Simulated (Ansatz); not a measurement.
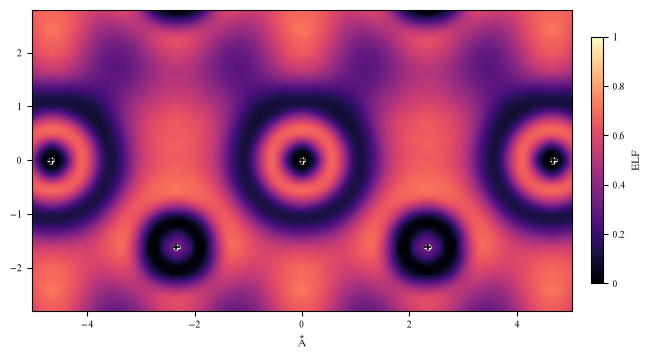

The electron localisation function on a plane through atoms (crosses mark nuclei in the plane).

The calculation used DFT PBEsol, scalar-relativistic, plane waves, PAW (Ansatz 0.2.0).

Candidates:
A. Ga3Sb, a = 4.32 Å, b = 4.32 Å, c = 9.52 Å, α = 90.00°, β = 90.00°, γ = 90.00°. Space group I4/mmm; a structure from a database of computed crystals, not necessarily the ambient phase; computed pressure about −3 GPa in this cell.
B. TiAl3, a = 2.84 Å, b = 4.68 Å, c = 4.90 Å, α = 90.00°, β = 90.00°, γ = 90.00°. Space group Pmm2; a structure from a database of computed crystals, not necessarily the ambient phase; computed pressure about −2 GPa in this cell; computed without spin polarisation.

**Which candidate gave the map?**

Candidate B: TiAl3 on the (100) plane of the conventional cell, which holds Ti and Al. Ti–Al (2.85 Å): the ELF is about 0.40 at the midpoint.
